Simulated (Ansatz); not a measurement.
**HfO2: single-point calculation (part 1 of 2)**

- system: HfO2 (slab, 24 atoms in the cell)
- method: DFT PBE+D3(BJ), scalar-relativistic, plane waves, PAW, no spin polarisation (Ansatz 0.2.0)

The structure derives from an entry of the Crystallography Open Database. It belongs to a series of runs on one base structure; here: the slab at its places in the relaxed adsorbed structure. Figures and captions count atoms from 1; the log counts them from 0 in places.

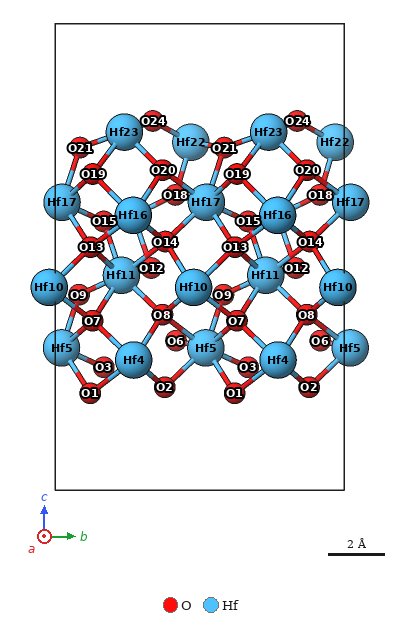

**Figure 1.** The structure as given in the input (ball-and-stick view of the 1 × 2 repeat of the cell, with the vacuum cut short, along the a axis; atoms are numbered from 1 in the order of the input). An atom can appear more than once, as a periodic image.

### The input
```yaml
crystal:
  lattice:
    - [5.1260959497, 0.0, 0.0]
    - [0.0, 5.2021810367, 0.0]
    - [0.0, 0.0, 30.1919087171]
  atoms:
    - { symbol: O, position: [0.634792214, 0.2419181659, 0.2649716544] }
    - { symbol: O, position: [0.5361300047, 0.7580818341, 0.27219338] }
    - { symbol: O, position: [0.1832406024, 0.3358219386, 0.295989632] }
    - { symbol: Hf, position: [0.8445046142, 0.5424419734, 0.304669225] }
    - { symbol: Hf, position: [0.4118787138, 0.0424419734, 0.3191553104] }
    - { symbol: O, position: [0.0731427257, 0.8358219386, 0.3278349034] }
    - { symbol: O, position: [0.7202533234, 0.2580818341, 0.3516311554] }
    - { symbol: O, position: [0.6215911141, 0.7419181659, 0.3588528812] }
    - { symbol: O, position: [0.2687017118, 0.1641780614, 0.3826491331] }
    - { symbol: Hf, position: [0.9299657236, 0.9575580266, 0.3913287261] }
    - { symbol: Hf, position: [0.4973398232, 0.4575580266, 0.4058148115] }
    - { symbol: O, position: [0.1586038351, 0.6641780614, 0.4144944045] }
    - { symbol: O, position: [0.8060692428, 0.2438585045, 0.4393748118] }
    - { symbol: O, position: [0.7069800235, 0.7614442682, 0.4461256148] }
    - { symbol: O, position: [0.3539285968, 0.3347703588, 0.4701032067] }
    - { symbol: Hf, position: [0.0150900236, 0.5396624136, 0.4773762962] }
    - { symbol: Hf, position: [0.5856522328, 0.0460500841, 0.4929379268] }
    - { symbol: O, position: [0.2484005189, 0.8317546915, 0.5017807529] }
    - { symbol: O, position: [0.8908782282, 0.2588861494, 0.5267328206] }
    - { symbol: O, position: [0.7925530166, 0.7429047112, 0.5313152046] }
    - { symbol: O, position: [0.4322499274, 0.1700782505, 0.5582756634] }
    - { symbol: Hf, position: [0.10849734, 0.9384624604, 0.5646109182] }
    - { symbol: Hf, position: [0.6518740607, 0.4777299508, 0.5767305288] }
    - { symbol: O, position: [0.3427083937, 0.6750452488, 0.5900569803] }
basis:
  ecutwfc: 420
kpoints:
  mp_grid: { grid: [3, 3, 1] }
hamiltonian:
  xc: pbe
  dispersion: d3bj
scf:
  occupations: { method: gaussian, width: 0.05 }
output:
  forces: true
  eigenvalues: true
  write_density: true
  volumetric_format: npy
efield:
  axis: 3
  dipole_correction: true
  ramp_width: 0.04
```

Launched with:
```bash
ansatz run input.yaml --threads 4 --pin off --max-ram 10240MiB --backend cpu --events-out ev --progress --plain --runs-dir out
```

### The program's output
```
Engine: ansatz 0.2.0, x86_64-unknown-linux-gnu
Pseudopotentials: kind: paw
Pseudopotential: O, paw, valence charge 6, recommended cutoff 420 eV (normal), O.paw.azcp
Pseudopotential: Hf, paw, valence charge 26, recommended cutoff 420 eV (normal), Hf.paw.azcp
Functional definition: PBE
  parameter kappa = 0.804
  parameter beta = 0.06672455060314922
  exchange = pbe_x(kappa = kappa, mu = beta*pi^2/3)
  correlation = pbe_c(beta = beta)
Crystal: 24 atoms, lattice volume = 805.124 Å³
Basis set: ecut = 420 eV, 15781 PW (Γ), exchange–correlation on 72×72×432 points (8 copies of the dense FFT grid, shifted against one another)
Bands: 183, of which v1, the nominal top of the filled ones, is band 152 counted from 1 (151 counted from 0)
Symmetry: 1 space group operations
Space group: P1 (ITA 1), of the structure as read, at distance tolerance 9.3e-5 Å
k-points: 5 of 9 (time reversal used)
Non-local potential: O, projectors of the file, l = 0: 2, l = 1: 2, l = 2: 1
Non-local potential: Hf, projectors of the file, l = 0: 3, l = 1: 2, l = 2: 2, l = 3: 3
PAW form: soft (Blöchl's): semilocal exchange-correlation on the pseudo side does not see the compensation charge
PAW one-centre angular grid: O, 110 points (default); XC on 64 Gauss nodes
PAW one-centre angular grid: Hf, 590 points (default); XC on 64 Gauss nodes
Initial density: superposition of atomic densities (neutral atoms: chi_scale 0, normalization atom), corrected by the library's trained network
Initial wavefunctions: pseudopotential atomic-orbital guess
Functional: x = pbe(κ = 0.804, μ = 0.2195149727645171), c = pbe(β = 0.06672455060314922)
SCF iter   1: F=—  HF=-134885.161393 eV  |F-HF|=—  |Δ(HF+E_count)|=         —  Δρ=7.18e-3  dr2=4.32e0  ethr=1.77e-3  p=0.549 e·Å  D=1.23e-1 V/Å  ΔV_dip=-3.73 eV  dr2_dipole=1.89e0  V_vac-E_F(+/−)=4.56/8.28 eV  ⟨swp⟩=6.2  Hψ=3437  notcnv=0  defer=92
efield: sawtooth ramp at fractional position 0.9075 (placed from the atoms, in the widest stretch of the axis that holds none; the zero of the levels goes with the place), width 0.0400; the density the first Hamiltonian is built on has a dipole p = 0.549 e·Å; the dipole correction subtracts the counter field D = 1.23e-1 V/Å, which shifts the + side's vacuum level by -3.73 eV against the − side's; the planar-averaged density in the ramp window peaks in size at 1.1e-6 e/Å³
preconditioner: auto → LDOS  [metal: Δε(μ)=0.039 eV  Ē_g=17.267 eV  σ=0.050 eV  W_gap=0.42  n_scr=158 (ndim 8)  ℏωp=22.2 eV  f_vac=0.611  D(μ)=8.99/eV (n_scr^D=40)  β→1.0]
SCF iter   2: F=—  HF=-134884.996351 eV  |F-HF|=—  |Δ(HF+E_count)|=   1.65e-1  Δρ=7.33e-3  dr2=1.20e0  ethr=1.42e-3  p=0.565 e·Å  D=1.27e-1 V/Å  ΔV_dip=-3.84 eV  dr2_dipole=3.91e-1  V_vac-E_F(+/−)=4.26/8.10 eV  ⟨swp⟩=2.4  Hψ=1097  notcnv=0  defer=126
SCF iter   3: F=—  HF=-134884.994546 eV  |F-HF|=—  |Δ(HF+E_count)|=   1.80e-3  Δρ=3.65e-3  dr2=4.68e-1  ethr=3.95e-4  p=0.559 e·Å  D=1.26e-1 V/Å  ΔV_dip=-3.80 eV  dr2_dipole=1.72e-1  V_vac-E_F(+/−)=4.33/8.12 eV  ⟨swp⟩=2.6  Hψ=1280  notcnv=0  defer=126
SCF iter   4: F=—  HF=-134884.973026 eV  |F-HF|=—  |Δ(HF+E_count)|=   2.15e-2  Δρ=2.30e-3  dr2=2.67e-1  ethr=1.54e-4  p=0.569 e·Å  D=1.28e-1 V/Å  ΔV_dip=-3.86 eV  dr2_dipole=1.17e-1  V_vac-E_F(+/−)=4.29/8.15 eV  ⟨swp⟩=2.0  Hψ=1275  notcnv=0  defer=126
SCF iter   5: F=—  HF=-134884.968488 eV  |F-HF|=—  |Δ(HF+E_count)|=   4.54e-3  Δρ=1.15e-3  dr2=1.72e-2  ethr=8.78e-5  p=0.576 e·Å  D=1.30e-1 V/Å  ΔV_dip=-3.91 eV  dr2_dipole=2.49e-3  V_vac-E_F(+/−)=4.24/8.15 eV  ⟨swp⟩=2.0  Hψ=988  notcnv=0  defer=126
SCF iter   6: F=—  HF=-134884.968347 eV  |F-HF|=—  |Δ(HF+E_count)|=   1.41e-4  Δρ=7.08e-4  dr2=7.22e-3  ethr=5.66e-6  p=0.580 e·Å  D=1.30e-1 V/Å  ΔV_dip=-3.94 eV  dr2_dipole=1.21e-3  V_vac-E_F(+/−)=4.23/8.16 eV  ⟨swp⟩=3.0  Hψ=1459  notcnv=0  defer=126
SCF iter   7: F=—  HF=-134884.968801 eV  |F-HF|=—  |Δ(HF+E_count)|=   4.54e-4  Δρ=5.13e-4  dr2=3.45e-3  ethr=2.38e-6  p=0.581 e·Å  D=1.31e-1 V/Å  ΔV_dip=-3.94 eV  dr2_dipole=1.85e-4  V_vac-E_F(+/−)=4.23/8.17 eV  ⟨swp⟩=1.8  Hψ=971  notcnv=0  defer=126
SCF iter   8: F=—  HF=-134884.969136 eV  |F-HF|=—  |Δ(HF+E_count)|=   3.34e-4  Δρ=3.40e-4  dr2=1.44e-3  ethr=1.14e-6  p=0.581 e·Å  D=1.31e-1 V/Å  ΔV_dip=-3.95 eV  dr2_dipole=2.56e-6  V_vac-E_F(+/−)=4.23/8.17 eV  ⟨swp⟩=2.0  Hψ=956  notcnv=0  defer=126
SCF iter   9: F=—  HF=-134884.969270 eV  |F-HF|=—  |Δ(HF+E_count)|=   1.34e-4  Δρ=2.29e-4  dr2=6.50e-4  ethr=4.74e-7  p=0.581 e·Å  D=1.31e-1 V/Å  ΔV_dip=-3.95 eV  dr2_dipole=1.12e-5  V_vac-E_F(+/−)=4.23/8.17 eV  ⟨swp⟩=2.0  Hψ=1071  notcnv=0  defer=126
SCF iter  10: F=—  HF=-134884.969268 eV  |F-HF|=—  |Δ(HF+E_count)|=   2.12e-6  Δρ=1.18e-4  dr2=1.73e-4  ethr=2.14e-7  p=0.580 e·Å  D=1.30e-1 V/Å  ΔV_dip=-3.94 eV  dr2_dipole=1.22e-5  V_vac-E_F(+/−)=4.23/8.17 eV  ⟨swp⟩=2.0  Hψ=1072  notcnv=0  defer=126
SCF iter  11: F=—  HF=-134884.969326 eV  |F-HF|=—  |Δ(HF+E_count)|=   5.80e-5  Δρ=6.18e-5  dr2=4.01e-5  ethr=5.70e-8  p=0.580 e·Å  D=1.30e-1 V/Å  ΔV_dip=-3.93 eV  dr2_dipole=4.59e-7  V_vac-E_F(+/−)=4.24/8.17 eV  ⟨swp⟩=2.2  Hψ=1220  notcnv=0  defer=126
SCF iter  12: F=—  HF=-134884.969903 eV  |F-HF|=—  |Δ(HF+E_count)|=   5.77e-4  Δρ=3.91e-5  dr2=1.73e-5  ethr=1.32e-8  p=0.579 e·Å  D=1.30e-1 V/Å  ΔV_dip=-3.93 eV  dr2_dipole=1.42e-8  V_vac-E_F(+/−)=4.24/8.17 eV  ⟨swp⟩=2.6  Hψ=1465  notcnv=0  defer=126
SCF iter  13: F=—  HF=-134884.969914 eV  |F-HF|=—  |Δ(HF+E_count)|=   1.12e-5  Δρ=2.33e-5  dr2=6.86e-6  ethr=5.68e-9  p=0.579 e·Å  D=1.30e-1 V/Å  ΔV_dip=-3.93 eV  dr2_dipole=2.38e-8  V_vac-E_F(+/−)=4.24/8.17 eV  ⟨swp⟩=2.8  Hψ=1459  notcnv=0  defer=126
SCF iter  14: F=—  HF=-134884.969914 eV  |F-HF|=—  |Δ(HF+E_count)|=   5.11e-8  Δρ=1.51e-5  dr2=3.26e-6  ethr=2.26e-9  p=0.579 e·Å  D=1.30e-1 V/Å  ΔV_dip=-3.93 eV  dr2_dipole=2.62e-10  V_vac-E_F(+/−)=4.24/8.17 eV  ⟨swp⟩=2.8  Hψ=1514  notcnv=0  defer=126
SCF iter  15: F=—  HF=-134884.969914 eV  |F-HF|=—  |Δ(HF+E_count)|=   1.00e-7  Δρ=1.00e-5  dr2=1.75e-6  ethr=1.07e-9  p=0.580 e·Å  D=1.30e-1 V/Å  ΔV_dip=-3.93 eV  dr2_dipole=1.14e-7  V_vac-E_F(+/−)=4.24/8.17 eV  ⟨swp⟩=2.0  Hψ=1358  notcnv=0  defer=126
SCF iter  16: F=—  HF=-134884.969916 eV  |F-HF|=—  |Δ(HF+E_count)|=   1.81e-6  Δρ=8.34e-6  dr2=1.83e-6  ethr=5.74e-10  p=0.580 e·Å  D=1.30e-1 V/Å  ΔV_dip=-3.93 eV  dr2_dipole=4.20e-7  V_vac-E_F(+/−)=4.24/8.17 eV  ⟨swp⟩=2.0  Hψ=997  notcnv=0  defer=126
SCF iter  17: F=—  HF=-134884.969916 eV  |F-HF|=—  |Δ(HF+E_count)|=   7.17e-8  Δρ=7.64e-6  dr2=1.17e-6  ethr=5.74e-10  p=0.580 e·Å  D=1.30e-1 V/Å  ΔV_dip=-3.93 eV  dr2_dipole=1.85e-7  V_vac-E_F(+/−)=4.24/8.17 eV  ⟨swp⟩=2.0  Hψ=1054  notcnv=0  defer=126
SCF iter  18: F=—  HF=-134884.969916 eV  |F-HF|=—  |Δ(HF+E_count)|=   3.07e-7  Δρ=6.66e-6  dr2=5.54e-7  ethr=3.84e-10  p=0.580 e·Å  D=1.30e-1 V/Å  ΔV_dip=-3.93 eV  dr2_dipole=4.74e-8  V_vac-E_F(+/−)=4.24/8.17 eV  ⟨swp⟩=2.0  Hψ=1358  notcnv=0  defer=126
SCF iter  19: F=—  HF=-134884.969916 eV  |F-HF|=—  |Δ(HF+E_count)|=   5.14e-8  Δρ=4.21e-6  dr2=1.72e-7  ethr=1.82e-10  p=0.580 e·Å  D=1.30e-1 V/Å  ΔV_dip=-3.93 eV  dr2_dipole=1.04e-9  V_vac-E_F(+/−)=4.23/8.17 eV  ⟨swp⟩=3.0  Hψ=1391  notcnv=0  defer=126
SCF iter  20: F=—  HF=-134884.969916 eV  |F-HF|=—  |Δ(HF+E_count)|=   4.40e-7  Δρ=3.15e-6  dr2=1.09e-7  ethr=3.29e-11  p=0.580 e·Å  D=1.30e-1 V/Å  ΔV_dip=-3.93 eV  dr2_dipole=3.23e-9  V_vac-E_F(+/−)=4.23/8.17 eV  ⟨swp⟩=16.4  Hψ=4629  notcnv=0
SCF iter  21: F=-134884.969917 eV  HF=-134884.969917 eV  |F-HF|=2.56e-7  |Δ(HF+E_count)|=   2.02e-7  Δρ=1.74e-6  dr2=3.49e-8  ethr=3.29e-11  p=0.580 e·Å  D=1.30e-1 V/Å  ΔV_dip=-3.93 eV  dr2_dipole=1.58e-10  V_vac-E_F(+/−)=4.23/8.17 eV  ⟨swp⟩=6.0  Hψ=2915  notcnv=0
SCF 1 converged in 21 iterations: F = -134884.969917 eV  dr2 = 3.49e-8
  greatest PAW one-centre occupation: 0.999 electrons in one spin orbital (limit 2), on the Hf atom at site 15 (counted from 0), in its partial waves of l = 0
```

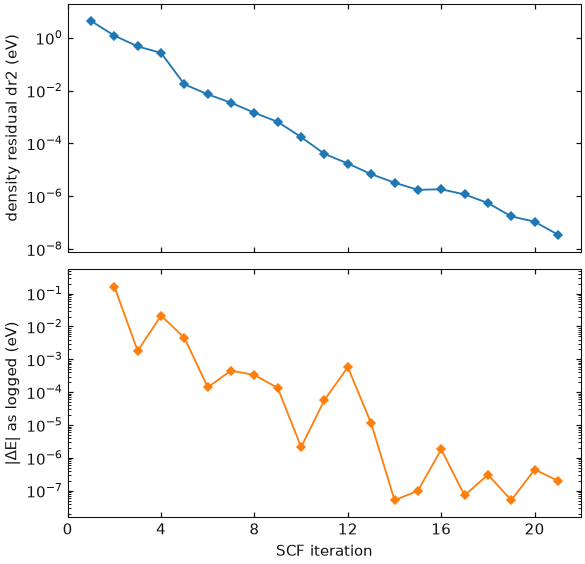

**Figure 2.** Convergence of the self-consistent field: density residual dr2 and size of the energy change against the SCF iteration. The residual falls almost steadily, with no more than small rises.

```
SCF converged after 21 iterations
Free energy (F): -134884.969917 eV
Harris-Foulkes:  -134884.969917 eV  (|F-HF|=2.56e-7)
Internal energy: -134884.952642 eV  (E = F + TS)
E sigma→0 (E₀):  -134884.961280 eV
Entropy (-TS):   -0.017274 eV (-0.720 meV/atom)
Fermi energy:    1.461351 eV
Dipole field:    D = 0.130315 V/Å  (p = 0.579824 e·Å, saw-weighted, corrected)
Work function:   Φ+ = 4.2349 eV   Φ− = 8.1694 eV
Levels:          The Fermi level and band energies are counted from a zero that moves with the ramp; work functions are not
--- Per-component energies (eV) ---
  E_band       = -4379.582905
  E_kinetic    = 6151.719877
  E_local      = -730795.446674  (includes V_loc(G=0)·N_el)
  E_nonlocal   = -9176.481734
  E_hartree    = 361120.008767
  E_xc         = -3571.188192
  E_vxc        = -3622.941488  (∫ρ·V_xc dr)
  E_paw        = -57943.253011  (= ΣΔE_a)
  E_vpaw       = 10832.339258  (= ΣTr[D̂ρ^β])
  E_aug_tail   = 0.039239  (compensation charges beyond the density's cutoff)
  E_efield     = 0.037780  (sawtooth field / dipole correction)
  E_vefield    = -8.887767  (∫n·V_field dr)
  E_ewald      = 299333.756235
  E_disp       = -4.144928  (pairwise vdW)
  E_smearing   = -0.017274  (= −TS)
  E_closure    = -0.000000  (closes the sum)
  Σ components = -134884.969917   (vs F -134884.969917, Δ=0.00e0)
--- Forces (eV/Å), atoms counted from 1 ---
  atom   1  O     -0.16746429     0.28051814     1.58593872
  atom   2  O      1.50047438     0.22639951     1.07049537
  atom   3  O     -0.71536353     0.25046596     0.22167794
  atom   4  Hf    -1.19168666    -1.45941742    -1.44823856
  atom   5  Hf     0.48430169     0.41891116    -3.56539262
  atom   6  O     -0.35668090     0.08453057     0.57901087
  atom   7  O      0.27452020     0.38126389     1.24780838
  atom   8  O      0.18969830    -0.39926290     1.39509865
  atom   9  O     -0.07630528     0.32933748     1.26437250
  atom  10  Hf     0.05195123     0.21378934    -2.03379422
  atom  11  Hf     0.06270947    -0.13771437    -1.87109905
  atom  12  O     -0.06374729    -0.31298266     0.93500490
  atom  13  O      0.01050571     0.10354776     0.67322382
  atom  14  O     -0.03572674     0.11662050     0.72024491
  atom  15  O     -0.05820559    -0.18632741     0.53075672
  atom  16  Hf     0.07840949    -0.26358225    -1.35026575
  atom  17  Hf     0.09769104     0.31858332    -1.24441509
  atom  18  O     -0.23989226     0.24908540     0.80246953
  atom  19  O     -0.08106190    -0.03902122     0.62137025
  atom  20  O      0.04807748    -0.28635759     1.30019880
  atom  21  O     -0.13307715     0.23465723     0.54071567
  atom  22  Hf     1.38158052     0.70308479    -1.06918767
  atom  23  Hf    -0.58089319    -0.99987193    -1.40484520
  atom  24  O     -0.47978170     0.17373660     0.49885114
  max |Σ_I F_I| component: 3.30e-5 eV/Å
--- Band table (eV; the first three rows and the last of 5) ---
```
